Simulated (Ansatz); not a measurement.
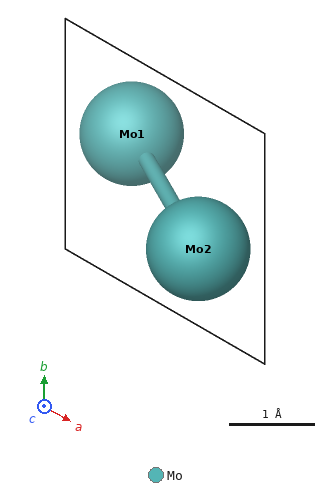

Fig. 1: The input geometry (ball-and-stick view of the cell of the calculation, along the c axis; atoms are numbered from 1 in the order of the input). Near neighbours in the crystal (not all of them lie inside the picture): Mo has 12 Mo at 2.72 to 2.73 Å.

# Run report: Mo, geometry relaxation (part 1 of 3)

Mo (2 atoms in the cell), computed with DFT, PBE, PAW with Ansatz's default frozen-core files, scalar-relativistic, no spin polarisation (Ansatz 0.2.0).

The structure was built on a prototype by a generator; it need not be a known phase. Its volume is 0.91 times that of the source entry. It belongs to a series of runs on one base structure; here: hcp relaxed under pressure, PAW files. Figures and captions count atoms from 1; the log counts them from 0 in places.

The program's output
```
Engine: ansatz 0.2.0, aarch64-unknown-linux-gnu
Pseudopotentials: kind: paw
Pseudopotential: Mo, paw, valence charge 14, recommended cutoff 420 eV (normal), Mo.paw.azcp
Functional definition: PBE
  parameter kappa = 0.804
  parameter beta = 0.06672455060314922
  exchange = pbe_x(kappa = kappa, mu = beta*pi^2/3)
  correlation = pbe_c(beta = beta)
Crystal: 2 atoms, lattice volume = 28.667 Å³
Basis set: ecut = 420 eV, 573 PW (Γ), exchange–correlation on 40×40×60 points (8 copies of the dense FFT grid, shifted against one another)
Bands: 18, of which v1, the nominal top of the filled ones, is band 14 counted from 1 (13 counted from 0)
Symmetry: 24 space group operations
Space group: P63/mmc (ITA 194), of the structure as read, at distance tolerance 3.1e-5 Å
k-points: 150 of 2304
Non-local potential: Mo, projectors of the file, l = 0: 3, l = 1: 2, l = 2: 2, l = 3: 1
PAW form: soft (Blöchl's): semilocal exchange-correlation on the pseudo side does not see the compensation charge
PAW one-centre angular grid: Mo, 590 points (default); XC on 64 Gauss nodes
Initial density: superposition of atomic densities (neutral atoms: chi_scale 0, normalization atom), corrected by the library's trained network
Initial wavefunctions: pseudopotential atomic-orbital guess
Functional: x = pbe(κ = 0.804, μ = 0.2195149727645171), c = pbe(β = 0.06672455060314922)
SCF iter   1: F=—  HF=-9910.807162 eV  |F-HF|=—  |Δ(HF+E_count)|=         —  Δρ=9.56e-3  dr2=1.73e-2  ethr=1.77e-3  ⟨swp⟩=5.3  Hψ=12171  notcnv=0
preconditioner: auto → none  [metal: Δε(μ)=0.008 eV  Ē_g=4.928 eV  σ=0.050 eV  W_gap=0.04  n_scr=8 (ndim 8)  ℏωp=24.0 eV  f_vac=0.000  D(μ)=2.97/eV (n_scr^D=36)  sad-step TF]
SCF iter   2: F=—  HF=-9910.804393 eV  |F-HF|=—  |Δ(HF+E_count)|=   2.77e-3  Δρ=5.80e-3  dr2=6.63e-3  ethr=6.19e-5  ⟨swp⟩=1.0  Hψ=3902  notcnv=0
SCF iter   3: F=—  HF=-9910.802962 eV  |F-HF|=—  |Δ(HF+E_count)|=   1.43e-3  Δρ=3.84e-4  dr2=1.77e-5  ethr=2.37e-5  ⟨swp⟩=2.0  Hψ=3901  notcnv=0
SCF iter   4: F=—  HF=-9910.802941 eV  |F-HF|=—  |Δ(HF+E_count)|=   2.16e-5  Δρ=1.41e-4  dr2=4.29e-6  ethr=6.31e-8  ⟨swp⟩=2.0  Hψ=4770  notcnv=0
iter 5 did not close the SCF: its close was put off for the readings that it lacked (scf_convergence_deferred on its scf_iter line)
SCF iter   5: F=-9910.802939 eV  HF=-9910.802939 eV  |F-HF|=1.48e-8  |Δ(HF+E_count)|=   1.91e-6  Δρ=1.96e-5  dr2=2.62e-8  ethr=1.53e-8  ⟨swp⟩=2.0  Hψ=4495  notcnv=0
SCF iter   6: F=-9910.802939 eV  HF=-9910.802939 eV  |F-HF|=1.80e-10  |Δ(HF+E_count)|=   2.12e-8  Δρ=2.05e-6  dr2=2.02e-10  ethr=9.34e-11  ⟨swp⟩=5.0  Hψ=15356  notcnv=0
SCF 1 converged in 6 iterations: F = -9910.802939 eV  dr2 = 2.02e-10
  greatest PAW one-centre occupation: 0.999 electrons in one spin orbital (limit 2), on the Mo atom at site 1 (counted from 0), in its partial waves of l = 0
relax step   1: F+E_penalty+E_count = -9910.80293903 eV  Δ(F+E_penalty+E_count) = +0.000e0 eV  max|allowed force component| = 7.633e-17 eV/Å  Δτ_max = 0.0000 Å  P = +32.516 GPa  Ω = 28.667 Å³  (6 SCF iters, dr2 threshold 1.00e-7 eV, accepted)
Crystal: 2 atoms, lattice volume = 29.019 Å³
Initial density: handed on by an earlier stage of this run
Initial wavefunctions: those handed on with the density
iter 1 solved again at ethr=6.91e-7 eV; its pass at ethr=3.10e-3 eV (dr2=1.94e-4 eV) is discarded
SCF iter   1: F=—  HF=-9910.870465 eV  |F-HF|=—  |Δ(HF+E_count)|=         —  Δρ=1.21e-3  dr2=2.14e-4  ethr=6.91e-7  ⟨swp⟩=3.1  Hψ=16919  notcnv=0
preconditioner: auto → none  [metal: Δε(μ)=0.009 eV  Ē_g=4.884 eV  σ=0.050 eV  W_gap=0.05  n_scr=8 (ndim 8)  ℏωp=23.9 eV  f_vac=0.000  D(μ)=3.10/eV (n_scr^D=36)]
SCF iter   2: F=—  HF=-9910.870434 eV  |F-HF|=—  |Δ(HF+E_count)|=   3.12e-5  Δρ=4.78e-4  dr2=2.02e-5  ethr=6.91e-7  ⟨swp⟩=2.4  Hψ=4277  notcnv=0
SCF iter   3: F=—  HF=-9910.870408 eV  |F-HF|=—  |Δ(HF+E_count)|=   2.56e-5  Δρ=1.09e-4  dr2=9.02e-7  ethr=7.22e-8  ⟨swp⟩=1.0  Hψ=2700  notcnv=0
iter 4 did not close the SCF: its close was put off for the readings that it lacked (scf_convergence_deferred on its scf_iter line)
SCF iter   4: F=-9910.870409 eV  HF=-9910.870409 eV  |F-HF|=2.62e-9  |Δ(HF+E_count)|=   5.62e-7  Δρ=6.78e-6  dr2=6.27e-9  ethr=3.22e-9  ⟨swp⟩=1.7  Hψ=3829  notcnv=0
iter 5 did not close the SCF: its close was put off for the readings that it lacked (scf_convergence_deferred on its scf_iter line)
SCF iter   5: F=-9910.870409 eV  HF=-9910.870409 eV  |F-HF|=1.20e-10  |Δ(HF+E_count)|=  1.33e-10  Δρ=1.87e-6  dr2=3.11e-10  ethr=2.24e-11  ⟨swp⟩=2.0  Hψ=4856  notcnv=0
SCF iter   6: F=-9910.870409 eV  HF=-9910.870409 eV  |F-HF|=5.46e-12  |Δ(HF+E_count)|=  1.62e-10  Δρ=3.84e-7  dr2=1.10e-11  ethr=1.11e-12  ⟨swp⟩=3.9  Hψ=12199  notcnv=0
SCF 2 converged in 6 iterations: F = -9910.870409 eV  dr2 = 1.10e-11
relax step   2: F+E_penalty+E_count = -9910.87040862 eV  Δ(F+E_penalty+E_count) = -6.747e-2 eV  max|allowed force component| = 5.089e-17 eV/Å  Δτ_max = 0.0000 Å  P = +28.301 GPa  Ω = 29.019 Å³  energy of the carried Pulay correction = -1.138e-4 eV  (6 SCF iters, dr2 threshold 2.00e-7 eV, rejected (line search))
Crystal: 2 atoms, lattice volume = 28.788 Å³
iter 1 solved again at ethr=1.49e-7 eV; its pass at ethr=3.10e-3 eV (dr2=4.17e-5 eV) is discarded
SCF iter   1: F=—  HF=-9910.827400 eV  |F-HF|=—  |Δ(HF+E_count)|=         —  Δρ=5.10e-4  dr2=3.30e-5  ethr=1.49e-7  ⟨swp⟩=3.4  Hψ=17298  notcnv=0
preconditioner: auto → none  [metal: Δε(μ)=0.011 eV  Ē_g=4.927 eV  σ=0.050 eV  W_gap=0.05  n_scr=8 (ndim 8)  ℏωp=24.0 eV  f_vac=0.000  D(μ)=3.04/eV (n_scr^D=36)]
SCF iter   2: F=—  HF=-9910.827372 eV  |F-HF|=—  |Δ(HF+E_count)|=   2.81e-5  Δρ=2.09e-4  dr2=3.52e-6  ethr=1.18e-7  ⟨swp⟩=2.5  Hψ=4291  notcnv=0
SCF iter   3: F=—  HF=-9910.827374 eV  |F-HF|=—  |Δ(HF+E_count)|=   2.43e-6  Δρ=4.51e-5  dr2=1.54e-7  ethr=1.26e-8  ⟨swp⟩=1.0  Hψ=2705  notcnv=0
SCF iter   4: F=—  HF=-9910.827375 eV  |F-HF|=—  |Δ(HF+E_count)|=   5.61e-7  Δρ=3.34e-6  dr2=1.18e-9  ethr=5.51e-10  ⟨swp⟩=2.2  Hψ=4612  notcnv=0
SCF iter   5: F=—  HF=-9910.827375 eV  |F-HF|=—  |Δ(HF+E_count)|=  3.09e-11  Δρ=9.14e-7  dr2=6.08e-11  ethr=4.23e-12  ⟨swp⟩=2.0  Hψ=4860  notcnv=0
SCF iter   6: F=-9910.827375 eV  HF=-9910.827375 eV  |F-HF|=3.64e-12  |Δ(HF+E_count)|=  3.82e-11  Δρ=1.57e-7  dr2=2.05e-12  ethr=1.00e-12  ⟨swp⟩=5.0  Hψ=10730  notcnv=0
SCF 3 converged in 6 iterations: F = -9910.827375 eV  dr2 = 2.05e-12
relax step   3: F+E_penalty+E_count = -9910.82737468 eV  Δ(F+E_penalty+E_count) = -2.444e-2 eV  max|allowed force component| = 6.476e-17 eV/Å  Δτ_max = 0.0000 Å  P = +31.070 GPa  Ω = 28.788 Å³  energy of the carried Pulay correction = -3.934e-5 eV  (6 SCF iters, accepted)
Crystal: 2 atoms, lattice volume = 28.877 Å³
iter 1 solved again at ethr=6.22e-7 eV; its pass at ethr=3.10e-3 eV (dr2=1.74e-4 eV) is discarded
SCF iter   1: F=—  HF=-9910.845646 eV  |F-HF|=—  |Δ(HF+E_count)|=         —  Δρ=1.31e-3  dr2=2.63e-4  ethr=6.22e-7  ⟨swp⟩=2.1  Hψ=15067  notcnv=0
preconditioner: auto → none  [metal: Δε(μ)=0.011 eV  Ē_g=4.910 eV  σ=0.050 eV  W_gap=0.06  n_scr=8 (ndim 8)  ℏωp=23.9 eV  f_vac=0.000  D(μ)=3.14/eV (n_scr^D=36)]
SCF iter   2: F=—  HF=-9910.845578 eV  |F-HF|=—  |Δ(HF+E_count)|=   6.80e-5  Δρ=5.12e-4  dr2=2.47e-5  ethr=6.22e-7  ⟨swp⟩=2.5  Hψ=4332  notcnv=0
SCF iter   3: F=—  HF=-9910.845544 eV  |F-HF|=—  |Δ(HF+E_count)|=   3.40e-5  Δρ=1.19e-4  dr2=1.11e-6  ethr=8.81e-8  ⟨swp⟩=1.0  Hψ=2700  notcnv=0
iter 4 did not close the SCF: its close was put off for the readings that it lacked (scf_convergence_deferred on its scf_iter line)
SCF iter   4: F=-9910.845544 eV  HF=-9910.845544 eV  |F-HF|=1.07e-9  |Δ(HF+E_count)|=   9.64e-9  Δρ=5.20e-6  dr2=3.31e-9  ethr=3.97e-9  ⟨swp⟩=1.0  Hψ=2705  notcnv=0
iter 5 did not close the SCF: its close was put off for the readings that it lacked (scf_convergence_deferred on its scf_iter line)
SCF iter   5: F=-9910.845544 eV  HF=-9910.845544 eV  |F-HF|=1.55e-10  |Δ(HF+E_count)|=  5.15e-10  Δρ=1.41e-6  dr2=3.60e-10  ethr=1.18e-11  ⟨swp⟩=2.0  Hψ=4864  notcnv=0
SCF iter   6: F=-9910.845544 eV  HF=-9910.845544 eV  |F-HF|=3.64e-12  |Δ(HF+E_count)|=  6.00e-11  Δρ=3.17e-7  dr2=6.52e-12  ethr=1.28e-12  ⟨swp⟩=3.7  Hψ=12798  notcnv=0
SCF 4 converged in 6 iterations: F = -9910.845544 eV  dr2 = 6.52e-12
relax step   4: F+E_penalty+E_count = -9910.84554423 eV  Δ(F+E_penalty+E_count) = -1.817e-2 eV  max|allowed force component| = 3.585e-17 eV/Å  Δτ_max = 0.0000 Å  P = +30.091 GPa  Ω = 28.877 Å³  energy of the carried Pulay correction = -6.838e-5 eV  (6 SCF iters, dr2 threshold 2.00e-7 eV, accepted)
Crystal: 2 atoms, lattice volume = 29.428 Å³
iter 1 solved again at ethr=4.62e-5 eV; its pass at ethr=3.10e-3 eV (dr2=1.29e-2 eV) is discarded
SCF iter   1: F=—  HF=-9910.967763 eV  |F-HF|=—  |Δ(HF+E_count)|=         —  Δρ=9.63e-3  dr2=1.35e-2  ethr=4.62e-5  ⟨swp⟩=1.1  Hψ=15684  notcnv=0
preconditioner: auto → none  [metal: Δε(μ)=0.006 eV  Ē_g=4.831 eV  σ=0.050 eV  W_gap=0.03  n_scr=8 (ndim 8)  ℏωp=23.7 eV  f_vac=0.000  D(μ)=2.86/eV (n_scr^D=36)]
SCF iter   2: F=—  HF=-9910.964507 eV  |F-HF|=—  |Δ(HF+E_count)|=   3.26e-3  Δρ=4.12e-3  dr2=1.61e-3  ethr=4.62e-5  ⟨swp⟩=1.6  Hψ=2992  notcnv=0
SCF iter   3: F=—  HF=-9910.964358 eV  |F-HF|=—  |Δ(HF+E_count)|=   1.49e-4  Δρ=7.92e-4  dr2=5.06e-5  ethr=5.76e-6  ⟨swp⟩=1.0  Hψ=2701  notcnv=0
SCF iter   4: F=—  HF=-9910.964351 eV  |F-HF|=—  |Δ(HF+E_count)|=   6.84e-6  Δρ=4.37e-5  dr2=2.51e-7  ethr=1.81e-7  ⟨swp⟩=1.0  Hψ=2725  notcnv=0
iter 5 did not close the SCF: its close was put off for the readings that it lacked (scf_convergence_deferred on its scf_iter line)
SCF iter   5: F=-9910.964351 eV  HF=-9910.964351 eV  |F-HF|=5.41e-9  |Δ(HF+E_count)|=   1.03e-7  Δρ=1.30e-5  dr2=2.37e-8  ethr=8.95e-10  ⟨swp⟩=2.0  Hψ=4843  notcnv=0
SCF iter   6: F=-9910.964351 eV  HF=-9910.964351 eV  |F-HF|=1.42e-10  |Δ(HF+E_count)|=  3.95e-10  Δρ=2.04e-6  dr2=3.19e-10  ethr=8.47e-11  ⟨swp⟩=4.7  Hψ=13732  notcnv=0
SCF 5 converged in 6 iterations: F = -9910.964351 eV  dr2 = 3.19e-10
  greatest PAW one-centre occupation: 0.998 electrons in one spin orbital (limit 2), on the Mo atom at site 1 (counted from 0), in its partial waves of l = 0
relax step   5: F+E_penalty+E_count = -9910.96435101 eV  Δ(F+E_penalty+E_count) = -1.188e-1 eV  max|allowed force component| = 5.782e-19 eV/Å  Δτ_max = 0.0000 Å  P = +24.813 GPa  Ω = 29.428 Å³  energy of the carried Pulay correction = -2.453e-4 eV  (6 SCF iters, dr2 threshold 2.00e-7 eV, accepted)
Crystal: 2 atoms, lattice volume = 30.062 Å³
Basis set: ecut = 420 eV, 575 PW (Γ), exchange–correlation on 40×40×60 points (8 copies of the dense FFT grid, shifted against one another)
iter 1 solved again at ethr=5.75e-5 eV; its pass at ethr=3.10e-3 eV (dr2=1.61e-2 eV) is discarded
SCF iter   1: F=—  HF=-9911.050261 eV  |F-HF|=—  |Δ(HF+E_count)|=         —  Δρ=9.60e-3  dr2=1.68e-2  ethr=5.75e-5  ⟨swp⟩=1.0  Hψ=16634  notcnv=0
preconditioner: auto → none  [metal: Δε(μ)=0.005 eV  Ē_g=4.755 eV  σ=0.050 eV  W_gap=0.02  n_scr=4 (ndim 8)  ℏωp=23.5 eV  f_vac=0.000  D(μ)=2.15/eV (n_scr^D=22)]
SCF iter   2: F=—  HF=-9911.045463 eV  |F-HF|=—  |Δ(HF+E_count)|=   4.80e-3  Δρ=3.78e-3  dr2=1.53e-3  ethr=5.75e-5  ⟨swp⟩=2.2  Hψ=3456  notcnv=0
SCF iter   3: F=—  HF=-9911.045312 eV  |F-HF|=—  |Δ(HF+E_count)|=   1.51e-4  Δρ=8.83e-4  dr2=6.46e-5  ethr=5.46e-6  ⟨swp⟩=1.2  Hψ=2901  notcnv=0
SCF iter   4: F=—  HF=-9911.045394 eV  |F-HF|=—  |Δ(HF+E_count)|=   8.16e-5  Δρ=4.40e-5  dr2=3.30e-7  ethr=2.31e-7  ⟨swp⟩=1.0  Hψ=2717  notcnv=0
iter 5 did not close the SCF: its close was put off for the readings that it lacked (scf_convergence_deferred on its scf_iter line)
SCF iter   5: F=-9911.045394 eV  HF=-9911.045394 eV  |F-HF|=5.78e-9  |Δ(HF+E_count)|=   6.65e-8  Δρ=1.39e-5  dr2=2.31e-8  ethr=1.18e-9  ⟨swp⟩=2.1  Hψ=4777  notcnv=0
SCF iter   6: F=-9911.045394 eV  HF=-9911.045394 eV  |F-HF|=2.47e-10  |Δ(HF+E_count)|=  6.91e-11  Δρ=2.89e-6  dr2=6.23e-10  ethr=8.26e-11  ⟨swp⟩=4.5  Hψ=14958  notcnv=0
the search or the solves at the SCF's close seem to have found levels that the self-consistency loop had missed (the run counts 1). By its estimate they hold under 1e-12 electrons; where the run keeps them, the occupations were computed again with them
SCF 6 converged in 6 iterations: F = -9911.045394 eV  dr2 = 6.23e-10
relax step   6: F+E_penalty+E_count = -9911.04539412 eV  Δ(F+E_penalty+E_count) = -8.104e-2 eV  max|allowed force component| = 2.776e-17 eV/Å  Δτ_max = 0.0000 Å  P = +19.596 GPa  Ω = 30.062 Å³  energy of the carried Pulay correction = -4.455e-4 eV  (6 SCF iters, dr2 threshold 2.00e-7 eV, rejected (line search))
Crystal: 2 atoms, lattice volume = 29.182 Å³
Basis set: ecut = 420 eV, 549 PW (Γ), exchange–correlation on 40×40×60 points (8 copies of the dense FFT grid, shifted against one another)
iter 1 solved again at ethr=3.03e-5 eV; its pass at ethr=3.10e-3 eV (dr2=8.49e-3 eV) is discarded
```
